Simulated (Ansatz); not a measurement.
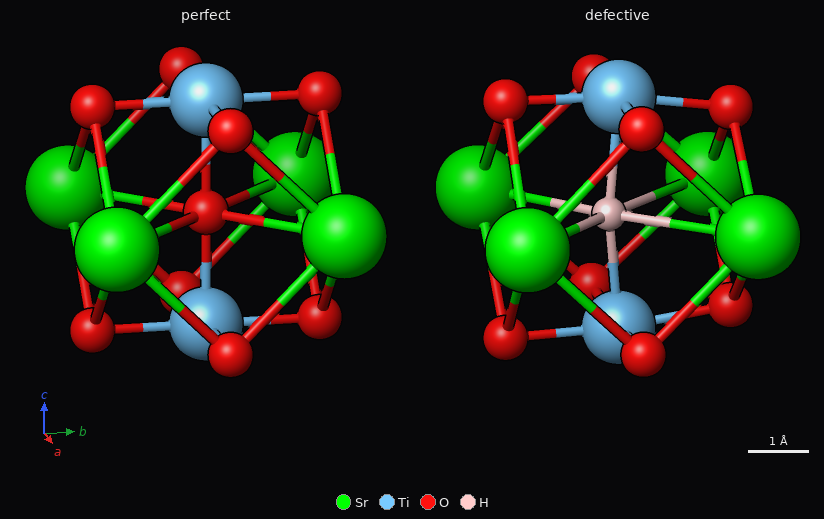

Left: perfect SrTiO₃. Right: the same region with one point defect, after relaxing the atoms in a supercell of 40 sites. The picture is a ball-and-stick view of the atoms within 3.8 Å of one point, seen slightly off an axis.

These are results of DFT, PBEsol, PAW, plane waves in Ansatz, not measurements. Set-up: plane-wave cutoff 420 eV; k-point mesh 1 × 1 × 1; mesh shifted by (0.25, 0.25, 0.25); collinear spin. Fermi-Dirac smearing of 0.01 eV. A uniform background neutralises the charged cell. The axes drawn are those of the host's conventional cell.

Which defect is it?

Answer. An oxygen atom is replaced by hydrogen.

The charge state of the cell is −1.

What does the relaxation do around it?

Answer. In the host the O atom has 2 Ti at 1.95 Å; the H atom ends with 2 Ti at 2.02 Å. Of the host's atoms, an oxygen atom moves furthest from its site, by 0.23 Å. The H atom itself moves 0.19 Å from where it was put. The cell's net moment is 2.00 μB.

Limits of the set-up: the periodic images lie only 7.8 Å apart, so the values are limited by the cell's size; the cell is charged, on a uniform background, and energies carry no finite-size correction.
